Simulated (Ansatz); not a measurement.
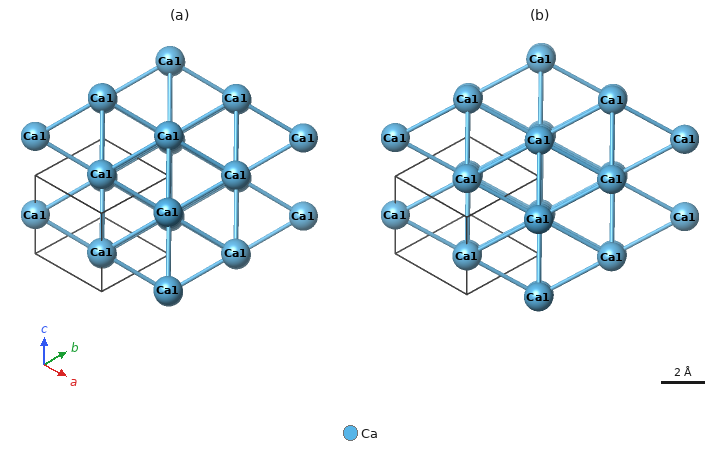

Left: a symmetric starting cell of Ca. Right: the same structure after one change, at the same scale. The picture is a ball-and-stick view of the conventional cell (2 times the calculation's cell), repeated 2 × 2 × 2 with one cell outlined, seen from a free direction. Lengths and directions refer to the drawn axes.

Theory: DFT PBEsol, scalar-relativistic, plane waves, PAW in Ansatz 0.2.0. Settings: plane-wave cutoff 420 eV; k-point mesh 14 × 14 × 14; occupations gaussian; smearing width 0.1 eV; no spin polarisation.

Q: What distinguishes the right structure from the left one?

A: The cell is strained by −1.0 % along c and +8.0 % across it (volume +15.3 %), the atoms keeping their fractional coordinates. No relaxation follows. The starting cell wasn't computed here and needn't be at equilibrium, so pressure and forces aren't due to the change alone.

Q: How do the computed properties respond?

A: Among the bonded contacts that change: Ca–Ca 3.814 → 4.007 Å. The space group stays I4/mmm (No. 139). The pressure is −2.5 GPa (not all of it need come from the change, since the unchanged cell can be under pressure at this level too). The principal stresses (compression positive) are −2.4 GPa along c and −2.6 GPa across it. All forces vanish by symmetry.
